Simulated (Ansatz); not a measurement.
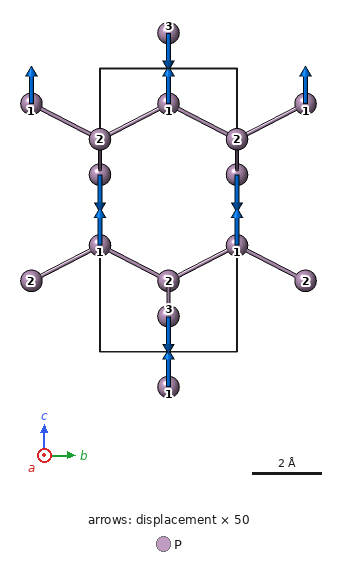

A relaxation of solid P (a generated structure, set up in I-4m2). The starting structure is drawn; blue arrows show the displacements (the part carried along by the change of the cell is left out), magnified 50 times.

A ball-and-stick model of the conventional cell (2 times the calculation's cell), seen along the a axis. Lengths and directions refer to the drawn axes.

These are results of DFT PBE, scalar-relativistic, plane waves, PAW (Ansatz 0.2.0), not measurements.

Input
```yaml
crystal:
  lattice:
    - [-2.0143507669, 2.0143507669, 4.1634088197]
    - [2.0143507669, -2.0143507669, 4.1634088197]
    - [2.0143507669, 2.0143507669, -4.1634088197]
  atoms:
    - { symbol: P, position: [0.3750104478, 0.3750104478, 0.0] }
    - { symbol: P, position: [0.75, 0.25, 0.5] }
    - { symbol: P, position: [0.6249895522, 0.6249895522, 0.0] }
basis:
  ecutwfc: 420
kpoints:
  mp_grid: { grid: [16, 16, 16] }
hamiltonian:
  xc: pbe
scf:
  occupations: { method: gaussian, width: 0.1 }
output:
  forces: true
  stress: true
  eigenvalues: true
relax:
  adjacent_minimum: "off"
  f_tol: 0.01
  max_steps: 80
  cell: { stress_tol: 0.05 }
```

Launched with:
```bash
ansatz run input.yaml --threads 1 --pin off --max-ram 2560MiB --backend cpu --events-out ev --progress --plain --runs-dir out
```

### Describe the change and its energy.

After 3 accepted moves (4 points after the start) the energy has fallen by 2.9 meV per atom. The largest force component goes from 0.12 to 0.0029 eV/Å. The pressure goes from −0.19 to −0.02 GPa. At 1 point the geometry stayed and the basis and grid were re-selected for the new cell (energy shift of less than 0.05 meV per atom at most each time). The largest moves relative to the cell, 0.023 Å, are those of P1 and P3. P3 goes along −c. The volume changes by −0.6 %, with a = b 4.029 → 3.980 Å (−1.2 %), c 8.327 → 8.483 Å (+1.9 %). Some distances before and after: P1–P3 2.082 → 2.075 Å. Bond angles that change, for instance: P2–P1–P2 125.3° → 122.9°. The space group stays I-4m2 (No. 119).
